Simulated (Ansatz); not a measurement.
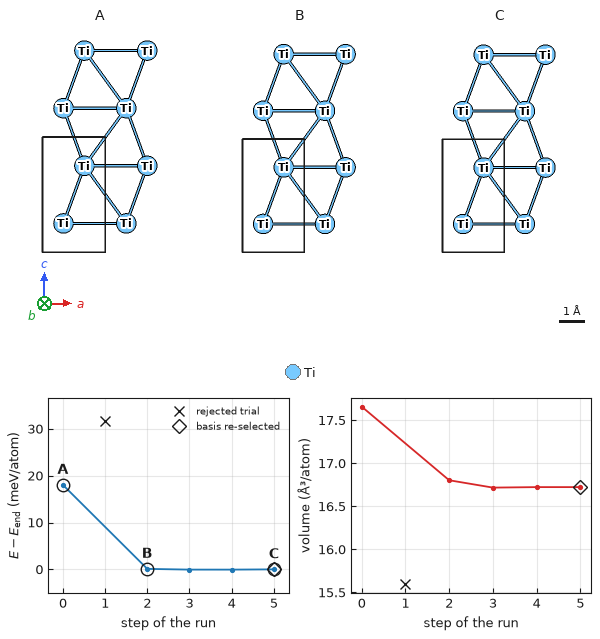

Frames of a relaxation of a crystal of Ti (set up in P6_3/mmc), marked on the history of the run. A ball-and-stick model of the cell of the calculation, repeated 2 × 1 × 2 with one cell outlined, seen along the b axis.

Computed with DFT PBEsol, scalar-relativistic, plane waves, PAW in Ansatz. (plane-wave cutoff 420 eV; k-point mesh 18 × 18 × 10; occupations gaussian; smearing width 0.1 eV; no spin polarisation; cell and atoms relaxed; force threshold 0.005 eV/Å; at most 80 steps)

> Describe the path.

The atoms keep their places relative to the cell (all moves are under 0.005 Å). The drawn cell changes as follows: a = b 2.950 → 2.900 Å (−1.7 %), c 4.686 → 4.591 Å (−2.0 %); the volume changes by −5.3 %. Near-neighbour distances that change, for instance: Ti–Ti 2.897 → 2.841 Å, Ti–Ti 2.950 → 2.900 Å. The space group stays P6_3/mmc (No. 194). The energy falls by 18.0 meV per atom in 3 accepted moves (5 points after the start). All forces vanish by symmetry, so only the cell relaxes. The pressure goes from −5.91 to 0.01 GPa. The line search rejected the trial step at point 1 of the run. The SCF was repeated once at an unchanged geometry on a basis and grid sized afresh for the cell, which shifted the energy by 0.1 meV per atom at most. The run took 5.5 s on 4 threads of Intel(R) Xeon(R) 6975P-C (Granite Rapids), with other jobs on the host, peak memory 0.51 GiB. From step 0 to 2: volume −4.8 %, energy −17.9 meV per atom. From step 2 to 5: volume −0.5 %, energy −0.1 meV per atom.
